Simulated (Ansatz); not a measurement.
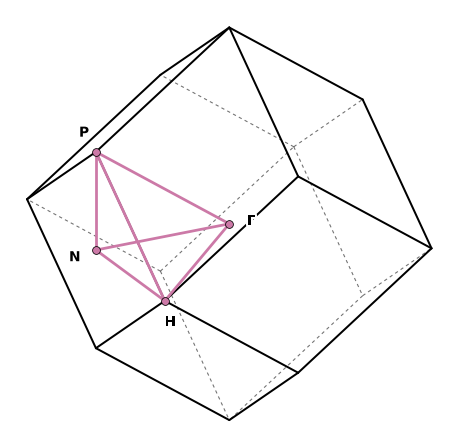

The figure shows the first Brillouin zone with its special points and a band path. Crystal: Be, the input geometry of an electronic-structure calculation (not necessarily at equilibrium); the starting structure was generated, so it need not be a known form of this composition. Geometry calculated from the standardised cell; symmetry tolerance 0.002 Å.

Labels and path follow the convention of Hinuma et al. (2017), as computed by seekpath.

> Name the Bravais lattice of the crystal.

A body-centred cubic lattice (cI; extended symbol cI1). The zone is a rhombic dodecahedron in its combinatorial type: 12 faces (12 with 4 edges), 24 edges, 14 vertices.

> In which order does the conventional band path visit the special points?

Γ–H–N–Γ–P–H | P–N
